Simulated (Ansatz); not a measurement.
# Geometry relaxation of Rh

System: Rh (Fm-3m, 1 atom in the cell).
Method: DFT LDA, scalar-relativistic, plane waves, PAW, no spin polarisation (Ansatz 0.2.0).

The structure derives from a Materials Project entry. Figures and captions count atoms from 1; the log counts them from 0 in places.

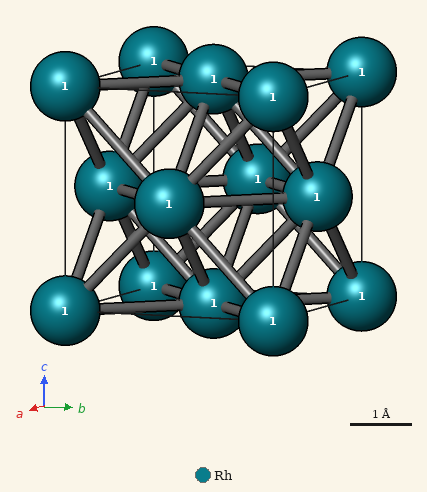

**Figure 1.** The starting structure (ball-and-stick view of the cell 4 times as large as that of the calculation, set on its symmetry axes, seen slightly off an axis; atoms are numbered from 1 in the order of the input). Near neighbours in the crystal (not all of them lie inside the picture): Rh has 12 Rh at 2.66 Å.

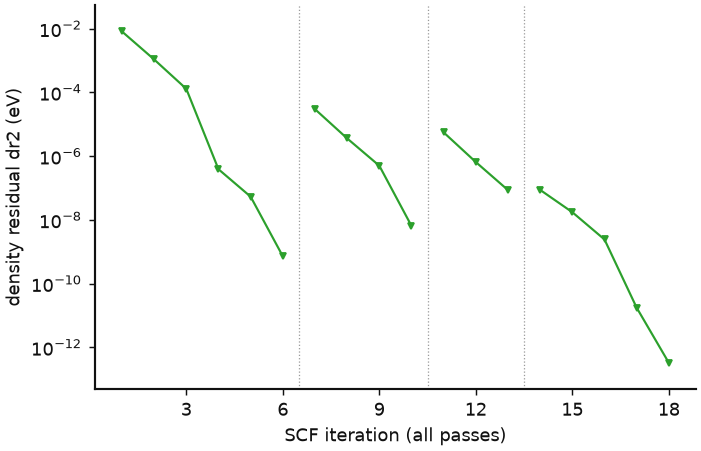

**Figure 2.** Convergence of the self-consistent field: density residual dr2 against the SCF iteration. The dotted lines part the SCF passes of the relaxation: geometry steps, rejected trials and re-solves on a re-selected basis. The passes take 6, 4, 3 and 5 iterations.

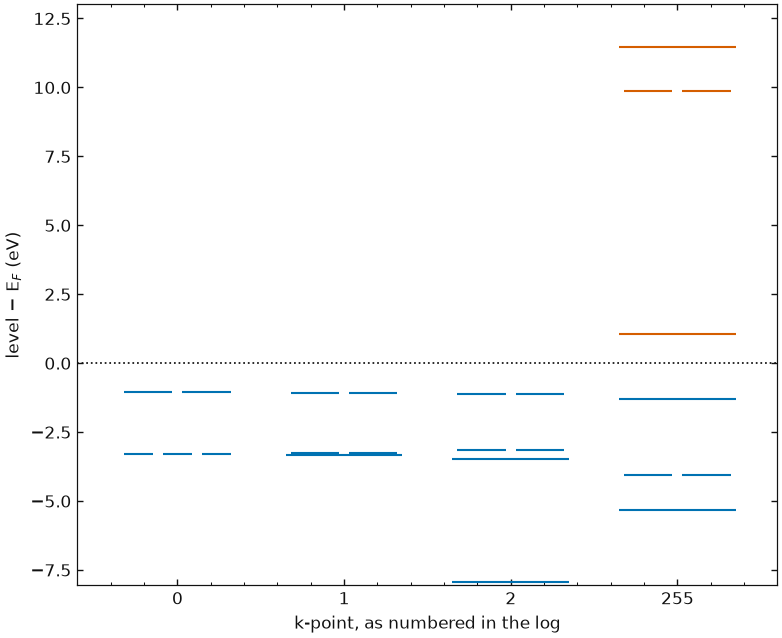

**Figure 3.** Kohn–Sham levels near the Fermi level (dotted) at the few k-points that the log prints; levels within 0.02 eV of each other stand side by side. The system is metallic on the full mesh.

These pictures come from the run below.

## Input
```yaml
crystal:
  lattice:
    - [0.0, 1.8788279487, 1.8788279487]
    - [1.8788279487, 0.0, 1.8788279487]
    - [1.8788279487, 1.8788279487, 0.0]
  atoms:
    - { symbol: Rh, position: [0.0, 0.0, 0.0] }
basis:
  ecutwfc: 420
kpoints:
  mp_grid: { grid: [20, 20, 20] }
hamiltonian:
  xc: lda
scf:
  occupations: { method: gaussian, width: 0.1 }
output:
  forces: true
  stress: true
  eigenvalues: true
relax:
  adjacent_minimum: "off"
  f_tol: 0.005
  max_steps: 80
  cell: { stress_tol: 0.05 }
```

Launch command:
```bash
ansatz run input.yaml --threads 8 --pin off --max-ram 20480MiB --backend cpu --events-out ev --progress --plain --runs-dir out
```

## The program's output
```
Engine: ansatz 0.2.0, x86_64-unknown-linux-gnu
Pseudopotentials: kind: paw
Pseudopotential: Rh, paw, valence charge 17, recommended cutoff 420 eV (normal), Rh.paw.azcp
Functional definition: SPW92
  exchange = slater_x
  correlation = pw_c
Crystal: 1 atoms, lattice volume = 13.265 Å³
Basis set: ecut = 420 eV, 259 PW (Γ)
Bands: 13, of which v1, the nominal top of the filled ones, is band 9 counted from 1 (8 counted from 0)
Symmetry: 48 space group operations
Space group: Fm-3m (ITA 225), of the structure as read, at distance tolerance 2.4e-5 Å
k-points: 256 of 8000
Non-local potential: Rh, projectors of the file, l = 0: 3, l = 1: 2, l = 2: 2, l = 3: 1
PAW form: soft (Blöchl's): semilocal exchange-correlation on the pseudo side does not see the compensation charge
PAW frozen core: Rh, regenerated for the run's functional, and the local potential with it (the file was generated under x = pbe(κ = 0.804, μ = 0.2195149727645171), c = pbe(β = 0.06672455060314922))
PAW one-centre angular grid: Rh, 590 points (default); XC on 64 Gauss nodes
Initial density: superposition of atomic densities (neutral atoms: chi_scale 0, normalization atom), corrected by the library's trained network
Initial wavefunctions: pseudopotential atomic-orbital guess
Functional: x = slater, c = lda
SCF iter   1: F=—  HF=-6278.655012 eV  |F-HF|=—  |Δ(HF+E_count)|=         —  Δρ=1.04e-2  dr2=8.15e-3  ethr=1.77e-3  ⟨swp⟩=4.7  Hψ=18158  notcnv=0
preconditioner: auto → none  [metal: Δε(μ)=0.008 eV  Ē_g=14.356 eV  σ=0.100 eV  W_gap=0.05  n_scr=0 (ndim 8)  ℏωp=30.6 eV  f_vac=0.000  D(μ)=1.10/eV (n_scr^D=14)]
SCF iter   2: F=—  HF=-6278.652906 eV  |F-HF|=—  |Δ(HF+E_count)|=   2.11e-3  Δρ=4.71e-3  dr2=1.08e-3  ethr=4.79e-5  ⟨swp⟩=2.5  Hψ=6884  notcnv=0
SCF iter   3: F=—  HF=-6278.652647 eV  |F-HF|=—  |Δ(HF+E_count)|=   2.59e-4  Δρ=2.39e-3  dr2=1.29e-4  ethr=6.35e-6  ⟨swp⟩=2.6  Hψ=5027  notcnv=0
SCF iter   4: F=—  HF=-6278.652626 eV  |F-HF|=—  |Δ(HF+E_count)|=   2.12e-5  Δρ=1.11e-4  dr2=3.87e-7  ethr=7.59e-7  ⟨swp⟩=2.0  Hψ=3502  notcnv=0
SCF iter   5: F=—  HF=-6278.652626 eV  |F-HF|=—  |Δ(HF+E_count)|=   5.27e-7  Δρ=4.58e-5  dr2=5.32e-8  ethr=2.28e-9  ⟨swp⟩=2.5  Hψ=5435  notcnv=0
SCF iter   6: F=-6278.652626 eV  HF=-6278.652626 eV  |F-HF|=3.96e-10  |Δ(HF+E_count)|=   1.85e-8  Δρ=5.53e-6  dr2=7.18e-10  ethr=3.13e-10  ⟨swp⟩=3.5  Hψ=11912  notcnv=0
SCF 1 converged in 6 iterations: F = -6278.652626 eV  dr2 = 7.18e-10
  greatest PAW one-centre occupation: 1.000 electrons in one spin orbital (limit 2), on the Rh atom at site 0 (counted from 0), in its partial waves of l = 0
relax step   1: F+E_penalty+E_count = -6278.65262625 eV  Δ(F+E_penalty+E_count) = +0.000e0 eV  max|allowed force component| = 0.000e0 eV/Å  Δτ_max = 0.0000 Å  P = -1.005 GPa  Ω = 13.265 Å³  (6 SCF iters, dr2 threshold 1.00e-7 eV, accepted)
Crystal: 1 atoms, lattice volume = 13.190 Å³
Initial density: handed on by an earlier stage of this run
Initial wavefunctions: those handed on with the density
iter 1 solved again at ethr=1.65e-7 eV; its pass at ethr=3.10e-3 eV (dr2=2.80e-5 eV) is discarded
SCF iter   1: F=—  HF=-6278.652734 eV  |F-HF|=—  |Δ(HF+E_count)|=         —  Δρ=5.35e-4  dr2=2.97e-5  ethr=1.65e-7  ⟨swp⟩=2.0  Hψ=21461  notcnv=0
preconditioner: auto → none  [metal: Δε(μ)=0.013 eV  Ē_g=14.440 eV  σ=0.100 eV  W_gap=0.08  n_scr=0 (ndim 8)  ℏωp=30.7 eV  f_vac=0.000  D(μ)=1.08/eV (n_scr^D=14)]
SCF iter   2: F=—  HF=-6278.652727 eV  |F-HF|=—  |Δ(HF+E_count)|=   7.18e-6  Δρ=2.64e-4  dr2=3.59e-6  ethr=1.65e-7  ⟨swp⟩=2.0  Hψ=4444  notcnv=0
SCF iter   3: F=—  HF=-6278.652726 eV  |F-HF|=—  |Δ(HF+E_count)|=   7.62e-7  Δρ=1.10e-4  dr2=4.98e-7  ethr=2.11e-8  ⟨swp⟩=2.7  Hψ=5177  notcnv=0
SCF iter   4: F=-6278.652726 eV  HF=-6278.652726 eV  |F-HF|=2.98e-9  |Δ(HF+E_count)|=   4.95e-9  Δρ=1.41e-5  dr2=6.43e-9  ethr=5.88e-10  ⟨swp⟩=4.0  Hψ=9641  notcnv=0
SCF 2 converged in 4 iterations: F = -6278.652726 eV  dr2 = 6.43e-9
relax step   2: F+E_penalty+E_count = -6278.65272618 eV  Δ(F+E_penalty+E_count) = -9.993e-5 eV  max|allowed force component| = 0.000e0 eV/Å  Δτ_max = 0.0000 Å  P = +0.787 GPa  Ω = 13.190 Å³  energy of the carried Pulay correction = +4.679e-5 eV  (4 SCF iters, dr2 threshold 1.00e-7 eV, accepted)
Crystal: 1 atoms, lattice volume = 13.223 Å³
iter 1 solved again at ethr=2.94e-8 eV; its pass at ethr=3.10e-3 eV (dr2=5.00e-6 eV) is discarded
SCF iter   1: F=—  HF=-6278.652787 eV  |F-HF|=—  |Δ(HF+E_count)|=         —  Δρ=2.27e-4  dr2=5.54e-6  ethr=2.94e-8  ⟨swp⟩=2.0  Hψ=21458  notcnv=0
preconditioner: auto → none  [metal: Δε(μ)=0.013 eV  Ē_g=14.414 eV  σ=0.100 eV  W_gap=0.08  n_scr=0 (ndim 8)  ℏωp=30.6 eV  f_vac=0.000  D(μ)=1.09/eV (n_scr^D=14)]
SCF iter   2: F=—  HF=-6278.652785 eV  |F-HF|=—  |Δ(HF+E_count)|=   1.38e-6  Δρ=1.10e-4  dr2=6.49e-7  ethr=2.94e-8  ⟨swp⟩=2.0  Hψ=4460  notcnv=0
SCF iter   3: F=-6278.652785 eV  HF=-6278.652785 eV  |F-HF|=7.62e-9  |Δ(HF+E_count)|=   1.50e-7  Δρ=4.53e-5  dr2=8.55e-8  ethr=5.88e-10  ⟨swp⟩=5.0  Hψ=15604  notcnv=0
SCF 3 converged in 3 iterations: F = -6278.652785 eV  dr2 = 8.55e-8
relax step   3: F+E_penalty+E_count = -6278.65278521 eV  Δ(F+E_penalty+E_count) = -5.903e-5 eV  max|allowed force component| = 0.000e0 eV/Å  Δτ_max = 0.0000 Å  P = -0.005 GPa  Ω = 13.223 Å³  energy of the carried Pulay correction = +2.627e-5 eV  (3 SCF iters, dr2 threshold 1.00e-7 eV, accepted)
Initial wavefunctions: pseudopotential atomic-orbital guess (no wavefunctions were taken with the density)
iter 1 solved again at ethr=1.53e-8 eV; its pass at ethr=3.10e-3 eV (dr2=2.59e-6 eV) is discarded
SCF iter   1: F=—  HF=-6278.652762 eV  |F-HF|=—  |Δ(HF+E_count)|=         —  Δρ=4.53e-5  dr2=8.67e-8  ethr=1.53e-8  ⟨swp⟩=3.0  Hψ=27547  notcnv=0
preconditioner: auto → none  [metal: Δε(μ)=0.013 eV  Ē_g=14.413 eV  σ=0.100 eV  W_gap=0.08  n_scr=0 (ndim 8)  ℏωp=30.6 eV  f_vac=0.000  D(μ)=1.09/eV (n_scr^D=14)]
SCF iter   2: F=—  HF=-6278.652761 eV  |F-HF|=—  |Δ(HF+E_count)|=   8.68e-7  Δρ=2.15e-5  dr2=1.73e-8  ethr=5.10e-10  ⟨swp⟩=1.0  Hψ=3333  notcnv=0
SCF iter   3: F=—  HF=-6278.652761 eV  |F-HF|=—  |Δ(HF+E_count)|=   1.73e-9  Δρ=4.66e-6  dr2=2.41e-9  ethr=1.02e-10  ⟨swp⟩=2.9  Hψ=5895  notcnv=0
SCF iter   4: F=—  HF=-6278.652761 eV  |F-HF|=—  |Δ(HF+E_count)|=  7.62e-10  Δρ=8.14e-7  dr2=1.74e-11  ethr=1.41e-11  ⟨swp⟩=2.2  Hψ=4617  notcnv=0
SCF iter   5: F=-6278.652761 eV  HF=-6278.652761 eV  |F-HF|=9.09e-13  |Δ(HF+E_count)|=  1.00e-11  Δρ=8.61e-8  dr2=3.24e-13  ethr=1.00e-12  ⟨swp⟩=5.0  Hψ=11994  notcnv=0
SCF 4 converged in 5 iterations: F = -6278.652761 eV  dr2 = 3.24e-13
relax step   4: F+E_penalty+E_count = -6278.65276119 eV  Δ(F+E_penalty+E_count) = +2.401e-5 eV  max|allowed force component| = 0.000e0 eV/Å  Δτ_max = 0.0000 Å  P = -0.007 GPa  Ω = 13.223 Å³  stress off target by 6.95e-3 GPa  SCF on the basis re-selected at this cell (its energy is not comparable with the rows above)  (5 SCF iters)
basis re-selected at this cell: Δ(F+E_penalty+E_count) = +2.401e-5 eV, ΔP = -0.002 GPa vs the last step (what re-selecting the basis moved, of the pressure what is left beyond the Pulay correction that the steps carried, after the strain that the cell walked since its last selection, with what the two solves' SCF thresholds leave and, on support functions, any second-order correction that the steps lacked; it is no measure of the basis error at this ecutwfc). This SCF's stress stands 6.95e-3 GPa from its target on what of the cell is left free (relax.cell.stress_tol is 5.00e-2 GPa) and its largest allowed force component is 0.00e0 eV/Å (relax.f_tol is 5.00e-3 eV/Å): within both
SCF converged after 5 iterations
Free energy (F): -6278.652761 eV
Harris-Foulkes:  -6278.652761 eV  (|F-HF|=9.09e-13)
Internal energy: -6278.647315 eV  (E = F + TS)
E sigma→0 (E₀):  -6278.650038 eV
Entropy (-TS):   -0.005446 eV (-5.446 meV/atom)
Fermi energy:    23.216669 eV
--- Per-component energies (eV) ---
  E_band       = -73.201234
  E_kinetic    = 574.783487
  E_local      = -1520.200443  (includes V_loc(G=0)·N_el)
  E_nonlocal   = 360.205462
  E_hartree    = 532.505457
  E_xc         = -221.236818
  E_vxc        = -278.974214  (∫ρ·V_xc dr)
  E_paw        = -3463.843042  (= ΣΔE_a)
  E_vpaw       = -274.027183  (= ΣTr[D̂ρ^β])
  E_aug_tail   = 0.000724  (compensation charges beyond the density's cutoff)
  E_ewald      = -2541.484623
  E_core_change = 0.622482  (= ΣΔE_core)
  E_smearing   = -0.005446  (= −TS)
  E_closure    = -0.000000  (closes the sum)
  Σ components = -6278.652761   (vs F -6278.652761, Δ=0.00e0)
--- Forces (eV/Å), atoms counted from 1 ---
  atom   1  Rh     0.00000000    -0.00000000    -0.00000000
  max |Σ_I F_I| component: 1.40e-31 eV/Å
--- Stress (GPa, compression-positive) ---
       -0.006953      -0.000000      -0.000000
       -0.000000      -0.006953      -0.000000
       -0.000000      -0.000000      -0.006953
  P = ⅓ Tr σ = -0.0070 GPa (-0.070 kbar)
--- Band table (eV; the first three rows and the last of 256) ---
  k-point 0: bands = ["-55.6414", "-23.1148", "-23.1148", "-23.1148", "14.8665", "19.9107", "19.9107", "19.9107", "22.1682", "22.1682", "38.9478", "44.4378", "44.4378"]
  k-point 1: bands = ["-55.6381", "-23.1363", "-23.1177", "-23.1177", "14.9718", "19.8622", "19.9532", "19.9532", "22.1435", "22.1435", "39.1052", "43.9037", "44.5931"]
  k-point 2: bands = ["-55.6286", "-23.1985", "-23.1260", "-23.1260", "15.2762", "19.7365", "20.0678", "20.0678", "22.0857", "22.0857", "39.5404", "42.7127", "45.0506"]
  k-point 255: bands = ["-55.4620", "-23.6713", "-23.6713", "-23.4341", "17.8683", "19.1546", "19.1546", "21.9220", "24.2820", "33.0659", "33.0659", "34.6575", "36.2673"]
--- Relaxed structure (3 steps of the walk, 3 accepted, 1 SCFs on fresh bases) ---
  F+E_penalty+E_count = -6278.65276119 eV   max|allowed force component| = 0.000e0 eV/Å   (the final SCF, on the basis selected at the relaxed cell)
  cell:  # Å, volume = 13.2226 Å³
    - [-4.0762976263164716e-34, 1.8768451404098754, 1.8768451404098754]
    - [1.8768451404098754, -4.203681927138861e-34, 1.8768451404098754]
    - [1.8768451404098754, 1.8768451404098754, -2.6750703172701844e-34]
  atoms:
    - { symbol: Rh, position: [0.0, 0.0, 0.0] }
```

## Trajectory as extended XYZ (Å, eV, eV/Å), 4 frames, from step=1 to step=4
```
1
Lattice="0.0000 1.8788 1.8788 1.8788 0.0000 1.8788 1.8788 1.8788 0.0000" Properties=species:S:1:pos:R:3:forces:R:3 step=1 energy=-6278.65263 pressure_GPa=-1.01
Rh    0.0000    0.0000    0.0000    0.0000   0.0000   0.0000
1
Lattice="0.0000 1.8753 1.8753 1.8753 0.0000 1.8753 1.8753 1.8753 0.0000" Properties=species:S:1:pos:R:3:forces:R:3 step=2 energy=-6278.65273 pressure_GPa=0.79
Rh    0.0000    0.0000    0.0000    0.0000   0.0000   0.0000
1
Lattice="0.0000 1.8768 1.8768 1.8768 0.0000 1.8768 1.8768 1.8768 0.0000" Properties=species:S:1:pos:R:3:forces:R:3 step=3 energy=-6278.65279 pressure_GPa=-0.01
Rh    0.0000    0.0000    0.0000    0.0000   0.0000   0.0000
1
Lattice="0.0000 1.8768 1.8768 1.8768 0.0000 1.8768 1.8768 1.8768 0.0000" Properties=species:S:1:pos:R:3:forces:R:3 step=4 energy=-6278.65276 pressure_GPa=-0.01
Rh    0.0000    0.0000    0.0000    0.0000   0.0000   0.0000
```

## Results in brief

| quantity | value |
| --- | --- |
| outcome | converged |
| space group (tolerance 0.01 Å) | Fm-3m (225) |
| electrons treated | 17 |
| free energy | −6278.6528 eV |
| Fermi energy | 23.217 eV |
| gap on the k-point mesh | none (metallic) |
| pressure | −0.01 GPa |
| final volume | 13.22 Å³ |
| largest force (length of the vector) at the end | under 0.001 eV/Å |
| final cell | a = 2.654 Å, b = 2.654 Å, c = 2.654 Å, α = 60.00°, β = 60.00°, γ = 60.00° |
| hardware | 8 threads of Intel Xeon @ 2.70GHz, 189 GiB of memory available, shared host |
| wall time | 2.5 s (CPU time 13 s) |
| peak memory | 0.38 GiB |
